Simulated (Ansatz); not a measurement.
Run report: Ti, single-point calculation

Ti (P6/mmm, 3 atoms in the cell), computed with DFT r2SCAN, scalar-relativistic, plane waves, PAW, no spin polarisation (Ansatz 0.2.0).

The structure derives from a Materials Project entry.

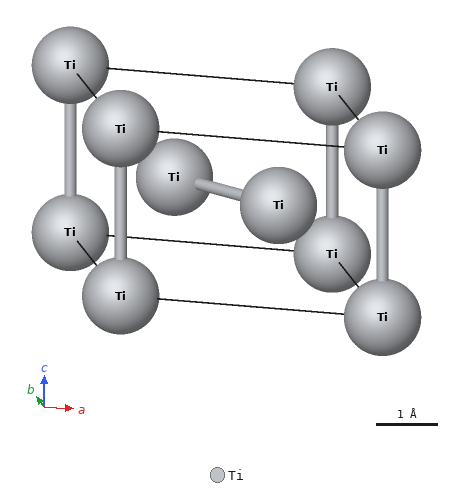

Figure 1. The structure (ball-and-stick view of the cell of the calculation, seen slightly off an axis).

Summary

- outcome: converged
- space group (tolerance 0.01 Å): P6/mmm (191)
- electrons treated: 36
- free energy: −7513.1732 eV
- Fermi energy: 13.622 eV
- gap on the k-point mesh: none (metallic)
- pressure: −0.03 GPa
- largest force (length of the vector): under 0.001 eV/Å
- hardware: 1 thread of Oxide Virtual Turin-like (Zen 5), 32 GiB of memory available, shared host
- wall time: 26 s
- peak memory: 0.6 GiB

The input
```yaml
crystal:
  lattice:
    - [4.5680217014, 0.0, 0.0]
    - [-2.2840108507, 3.9560228385, 0.0]
    - [0.0, 0.0, 2.8245629376]
  atoms:
    - { symbol: Ti, position: [0.0, 0.0, 0.0] }
    - { symbol: Ti, position: [0.3333333333, 0.6666666667, 0.5] }
    - { symbol: Ti, position: [0.6666666667, 0.3333333333, 0.5] }
basis:
  ecutwfc: 500
kpoints:
  mp_grid: { grid: [12, 12, 12] }
hamiltonian:
  xc: r2scan
scf:
  occupations: { method: gaussian, width: 0.15 }
output:
  forces: true
  stress: true
  eigenvalues: true
  write_density: true
  write_potential: true
  elf: true
  volumetric_format: npy
```

Launch command:
```bash
ansatz run input.yaml --threads 1 --pin off --max-ram 2560MiB --backend cpu --events-out ev --progress --plain --runs-dir out
```

The program's output
```
Engine: ansatz 0.2.0, x86_64-unknown-linux-gnu
Pseudopotentials: kind: paw
Pseudopotential: Ti, paw, valence charge 12, recommended cutoff 500 eV (meta_gga), Ti.paw.azcp
Functional definition: r2SCAN
  parameter k0 = 0.174
  parameter k1 = 0.065
  parameter a1 = 4.9479
  exchange = r2scan_x(k0 = k0, k1 = k1, a1 = a1)
  correlation = r2scan_c
Crystal: 3 atoms, lattice volume = 51.043 Å³
Basis set: ecut = 500 eV, 1301 PW (Γ), exchange–correlation on 144×144×96 points (64 copies of the dense FFT grid, shifted against one another)
Bands: 22, of which v1, the nominal top of the filled ones, is band 18 counted from 1 (17 counted from 0)
Symmetry: 24 space group operations
Space group: P6/mmm (ITA 191), of the structure as read, at distance tolerance 3.7e-5 Å
k-points: 133 of 1728
Non-local potential: Ti, projectors of the file, l = 0: 3, l = 1: 2, l = 2: 3, l = 3: 1
PAW form: soft (Blöchl's): semilocal exchange-correlation on the pseudo side does not see the compensation charge
PAW frozen core: Ti, regenerated for the run's functional (the file was generated under x = pbe(κ = 0.804, μ = 0.2195149727645171), c = pbe(β = 0.06672455060314922))
PAW one-centre angular grid: Ti, 590 points (default); XC on 160 Gauss nodes
Initial density: superposition of atomic densities (neutral atoms: chi_scale 0, normalization atom), corrected by the library's trained network
Initial wavefunctions: pseudopotential atomic-orbital guess
Functional: x = r2scan, c = r2scan; τ floored in thin density (d = 2e-4 eV/Å³)
SCF iter   1: F=—  HF=-7513.115133 eV  |F-HF|=—  |Δ(HF+E_count)|=         —  Δρ=1.92e-2  dr2=1.83e-1  dr2_τ=2.74e-2  ethr=1.77e-3  ⟨swp⟩=3.8  Hψ=9588  notcnv=0
preconditioner: auto → none  [metal: Δε(μ)=0.025 eV  Ē_g=2.761 eV  σ=0.150 eV  W_gap=0.09  n_scr=8 (ndim 8)  ℏωp=18.0 eV  f_vac=0.000  D(μ)=1.99/eV (n_scr^D=8)  sad-step TF]
SCF iter   2: F=—  HF=-7513.177188 eV  |F-HF|=—  |Δ(HF+E_count)|=   6.21e-2  Δρ=9.77e-3  dr2=7.92e-2  dr2_τ=4.26e-3  ethr=5.08e-4  ⟨swp⟩=2.1  Hψ=6254  notcnv=0
SCF iter   3: F=—  HF=-7513.284586 eV  |F-HF|=—  |Δ(HF+E_count)|=   1.07e-1  Δρ=3.60e-2  dr2=1.42e0  dr2_τ=3.79e-2  ethr=2.20e-4  ⟨swp⟩=2.9  Hψ=5934  notcnv=0  recentre
SCF iter   4: F=—  HF=-7513.171425 eV  |F-HF|=—  |Δ(HF+E_count)|=   1.13e-1  Δρ=2.71e-3  dr2=1.97e-3  dr2_τ=2.96e-4  ethr=2.20e-4  ⟨swp⟩=2.0  Hψ=4472  notcnv=0
SCF iter   5: F=—  HF=-7513.173596 eV  |F-HF|=—  |Δ(HF+E_count)|=   2.17e-3  Δρ=2.38e-3  dr2=6.23e-3  dr2_τ=1.63e-4  ethr=5.48e-6  ⟨swp⟩=2.0  Hψ=5482  notcnv=0
SCF iter   6: F=—  HF=-7513.173233 eV  |F-HF|=—  |Δ(HF+E_count)|=   3.63e-4  Δρ=2.55e-4  dr2=1.84e-5  dr2_τ=1.66e-6  ethr=5.48e-6  ⟨swp⟩=2.0  Hψ=3623  notcnv=0
SCF iter   7: F=—  HF=-7513.173251 eV  |F-HF|=—  |Δ(HF+E_count)|=   1.82e-5  Δρ=1.83e-4  dr2=3.49e-5  dr2_τ=7.84e-7  ethr=5.12e-8  ⟨swp⟩=2.0  Hψ=5343  notcnv=0
SCF iter   8: F=—  HF=-7513.173248 eV  |F-HF|=—  |Δ(HF+E_count)|=   2.58e-6  Δρ=2.75e-5  dr2=8.54e-7  dr2_τ=2.08e-8  ethr=5.12e-8  ⟨swp⟩=2.0  Hψ=3485  notcnv=0
SCF iter   9: F=-7513.173248 eV  HF=-7513.173248 eV  |F-HF|=1.58e-8  |Δ(HF+E_count)|=   4.45e-8  Δρ=4.24e-6  dr2=1.89e-8  dr2_τ=3.89e-10  ethr=2.78e-10  ⟨swp⟩=5.5  Hψ=15009  notcnv=0
SCF 1 converged in 9 iterations: F = -7513.173248 eV  dr2 = 1.89e-8
  greatest PAW one-centre occupation: 1.001 electrons in one spin orbital (limit 2), on the Ti atom at site 2 (counted from 0), in its partial waves of l = 1
```

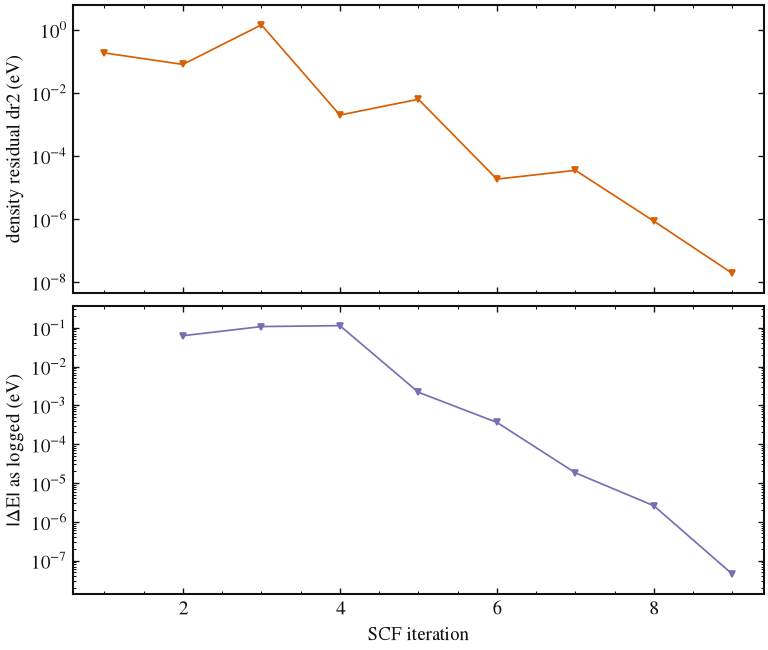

Figure 2. Convergence of the self-consistent field: density residual dr2 and size of the energy change against the SCF iteration. The residual falls unevenly and jumps up by a factor of two or more 2 times on the way down.

```
SCF converged after 9 iterations
Free energy (F): -7513.173248 eV
Harris-Foulkes:  -7513.173248 eV  (|F-HF|=1.58e-8)
Internal energy: -7513.148133 eV  (E = F + TS)
E sigma→0 (E₀):  -7513.160691 eV
Entropy (-TS):   -0.025115 eV (-8.372 meV/atom)
Fermi energy:    13.621901 eV
--- Per-component energies (eV) ---
  E_band       = -501.630978
  E_kinetic    = 818.440548
  E_local      = -2404.048664  (includes V_loc(G=0)·N_el)
  E_nonlocal   = 22.189731
  E_hartree    = 986.961433
  E_xc         = -278.954770
  E_vxc        = -398.697170  (∫ρ·V_xc dr)
  E_paw        = -3170.467354  (= ΣΔE_a)
  E_vpaw       = -540.830096  (= ΣTr[D̂ρ^β])
  E_aug_tail   = 0.000292  (compensation charges beyond the density's cutoff)
  E_vtau       = 27.390594  (kinetic-family band-sum trace: ∫τ·v_τ [+ j·A + Jᵃ·Aᵃ] dr)
  E_ewald      = -3486.508978
  E_core_change = -0.760371  (= ΣΔE_core)
  E_smearing   = -0.025115  (= −TS)
  E_closure    = 0.000000  (closes the sum)
  Σ components = -7513.173248   (vs F -7513.173248, Δ=0.00e0)
--- Forces (eV/Å), atoms counted from 1 ---
  atom   1  Ti     0.00000000    -0.00000000     0.00000000
  atom   2  Ti     0.00000000     0.00000000     0.00000000
  atom   3  Ti    -0.00000000    -0.00000000     0.00000000
  max |Σ_I F_I| component: 3.70e-17 eV/Å
--- Stress (GPa, compression-positive) ---
       -0.063538       0.000000       0.000000
        0.000000      -0.063538       0.000000
        0.000000       0.000000       0.035374
  P = ⅓ Tr σ = -0.0306 GPa (-0.306 kbar)
--- Band table (eV; the first three rows and the last of 133) ---
  k-point 0: bands = ["-45.6467", "-45.3993", "-45.2322", "-20.9013", "-20.9013", "-20.8326", "-20.8326", "-20.5286", "-20.3189", "-20.2342", "-20.2173", "-20.2173", "7.0678", "11.5891", "12.8311", "12.8311", "12.8549", "12.8549", "13.6443", "14.4400", "15.0598", "15.0598"]
  k-point 1: bands = ["-45.6418", "-45.3963", "-45.2285", "-20.8940", "-20.8940", "-20.8281", "-20.8281", "-20.5583", "-20.3551", "-20.2641", "-20.2181", "-20.2181", "7.2336", "11.7119", "12.7471", "12.7471", "12.7585", "12.7585", "13.8583", "14.5787", "15.0049", "15.0049"]
  k-point 2: bands = ["-45.6283", "-45.3884", "-45.2184", "-20.8737", "-20.8737", "-20.8159", "-20.8159", "-20.6383", "-20.4534", "-20.3452", "-20.2205", "-20.2205", "7.7143", "12.0259", "12.4605", "12.4605", "12.5655", "12.5655", "14.4762", "14.9407", "14.9407", "14.9889"]
  k-point 132: bands = ["-45.5716", "-45.2672", "-45.2672", "-21.0960", "-20.9119", "-20.9119", "-20.6910", "-20.6376", "-20.6376", "-20.5030", "-20.5030", "-20.1552", "10.8189", "12.0744", "12.0744", "12.3605", "12.3605", "12.5489", "14.3443", "14.3443", "14.5140", "14.5140"]
```

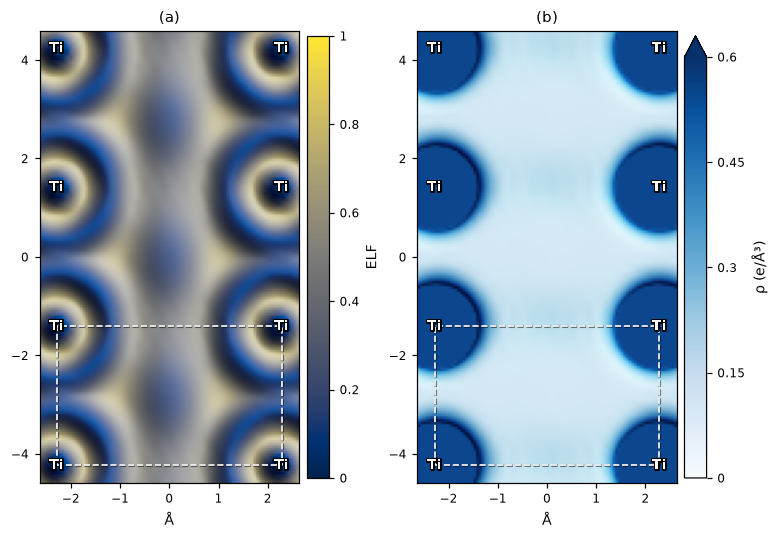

Figure 3. (a) electron localisation function; (b) valence electron density on the (100) plane of the conventional cell. The section cuts through Ti sites. Ti–Ti (2.82 Å): the density is about 0.19 e/Å³ at the midpoint; the ELF is about 0.20 at the midpoint; no localised pair between them. Away from the nuclei the density in this plane falls to 0.18 e/Å³ at its lowest. The strong features right at Ti lie inside the PAW spheres (semicore, d or f shells) and say nothing about bonding. The fields are those of the smooth PAW valence density.

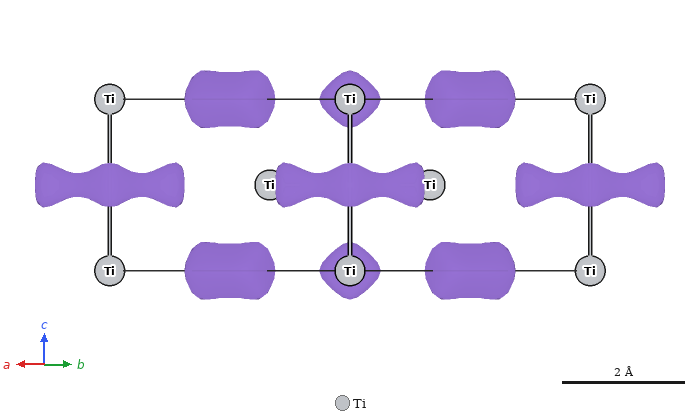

Figure 4. Isosurface of the electron localisation function at 0.6 (purple), seen along [110]. Only the valence region is drawn (cores and ρ < 0.01 e/Å³ removed). Sticks mark near contacts. The outline is the cell set on symmetry axes. Values along the shortest contacts: Ti–Ti (2.64 Å): the ELF is about 0.10 at the midpoint; no localised pair between them. Ti–Ti (2.82 Å): the ELF is about 0.15 at the midpoint (no localised pair between them).
